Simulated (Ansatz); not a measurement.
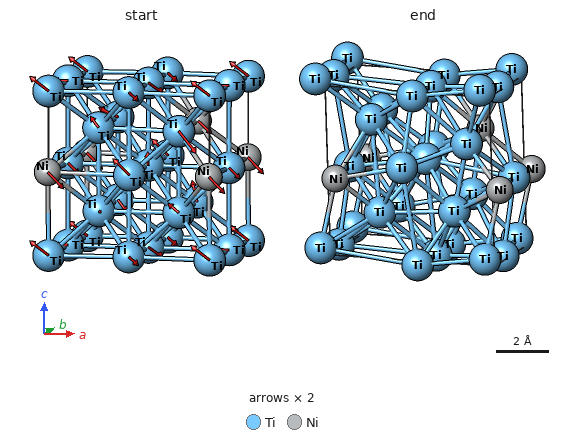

The structure of a crystal of Ti₇Ni (a generated structure, set up in P1) (coarse preliminary run) before (left) and after (right) a relaxation, at one scale. The red arrows give the displacements (the part carried along by the change of the cell is left out), magnified 2 times.

Style: ball-and-stick. Shown: the cell of the calculation, slightly off an axis.

Case: elements placed on the bcc lattice at random.

Theory: DFT PBEsol, scalar-relativistic, plane waves, PAW (Ansatz 0.2.0).

The input:
```yaml
crystal:
  lattice:
    - [6.42638844, 0.0, 0.0]
    - [0.0, 6.42638844, 0.0]
    - [0.0, 0.0, 6.42638844]
  atoms:
    - { symbol: Ti, position: [0.0006539748, 0.0022064175, 0.9961787726] }
    - { symbol: Ti, position: [0.4989493547, 0.0008761788, 0.0017339376] }
    - { symbol: Ti, position: [0.0017515122, 0.5015202434, 0.9996121214] }
    - { symbol: Ti, position: [0.2529453405, 0.2507888679, 0.2448149744] }
    - { symbol: Ti, position: [0.5016293742, 0.4998580823, 0.0001989181] }
    - { symbol: Ti, position: [0.5025161381, 0.0016447842, 0.4993033534] }
    - { symbol: Ti, position: [0.7498296472, 0.2471673765, 0.248676322] }
    - { symbol: Ti, position: [0.999699482, 0.5023596157, 0.4989500747] }
    - { symbol: Ti, position: [0.250613274, 0.7497608093, 0.2526294625] }
    - { symbol: Ti, position: [0.2515950126, 0.2472732788, 0.7518481551] }
    - { symbol: Ti, position: [0.4980693139, 0.5031360981, 0.4990641177] }
    - { symbol: Ti, position: [0.7419835326, 0.7505767666, 0.2530242339] }
    - { symbol: Ti, position: [0.7503790362, 0.2488628264, 0.7434629566] }
    - { symbol: Ti, position: [0.251505693, 0.7492437644, 0.7562023493] }
    - { symbol: Ni, position: [0.9966707233, 0.9966511251, 0.5038538202], spin: 2.0 }
    - { symbol: Ni, position: [0.7472699002, 0.7504205447, 0.7478304925], spin: 2.0 }
  symmetry: { detect: false }
basis:
  ecutwfc: 420
kpoints:
  mp_grid: { grid: [2, 2, 2], shift: [0.5, 0.5, 0.5] }
hamiltonian:
  xc: pbesol
scf:
  occupations: { method: gaussian, width: 0.1 }
  lower_state_search: "off"
output:
  forces: true
  stress: true
  eigenvalues: true
  populations: true
magnetization:
  spin_polarized: true
relax:
  adjacent_minimum: "off"
  f_tol: 0.04
  max_steps: 50
  cell: { stress_tol: 0.3 }
```

Launched with:
```bash
ansatz run input.yaml --threads 4 --pin off --max-ram 9216MiB --backend cpu --events-out ev --progress --plain --runs-dir out
```

Summarise the run.

Answer. Over 14 accepted moves (16 points after the start) the energy falls by 107 meV per atom. Largest force component: 0.47 eV/Å at the start, 0.036 eV/Å at the end. The pressure goes from −7.09 to 0.02 GPa. The line search rejected the trial step at point 14 of the run. At 1 point the geometry stayed and the basis and grid were re-selected for the new cell (energy shift of 0.1 meV per atom at most each time). Ti13 moves most relative to the cell: 0.66 Å along [1 −1 −1]. Largest moves by element: Ti 0.66 Å, Ni 0.47 Å. The drawn cell changes as follows: a 6.426 → 6.590 Å (+2.5 %), b 6.426 → 5.817 Å (−9.5 %), c 6.426 → 6.588 Å (+2.5 %), α 90.0° → 87.7°, β 90.0° → 94.2°, γ 90.0° → 92.3°; the volume changes by −5.2 %. Near-neighbour distances that change, for instance: Ti12–Ti13 4.493 → 3.519 Å, Ti10–Ti13 3.206 → 4.006 Å, Ti7–Ti13 3.247 → 4.002 Å, Ti5–Ti13 2.807 → 3.492 Å. New bonds form, among them: Ti12–Ni16 (3.18 → 2.61 Å), Ti13–Ni16 (3.20 → 2.58 Å). The space group stays P1 (No. 1). The program noted that the starting moments weren't kept. The run may lie on a higher electronic state than the lowest, so the end point isn't shown to be the ground-state structure. Cost: 7.1 min on 4 threads of Intel(R) Xeon(R) Platinum 8375C CPU @ 2.90GHz (Ice Lake) (shared host), peak memory 1.1 GiB.

Limits of the set-up: the k-point mesh is coarse for a cell with partly filled bands.
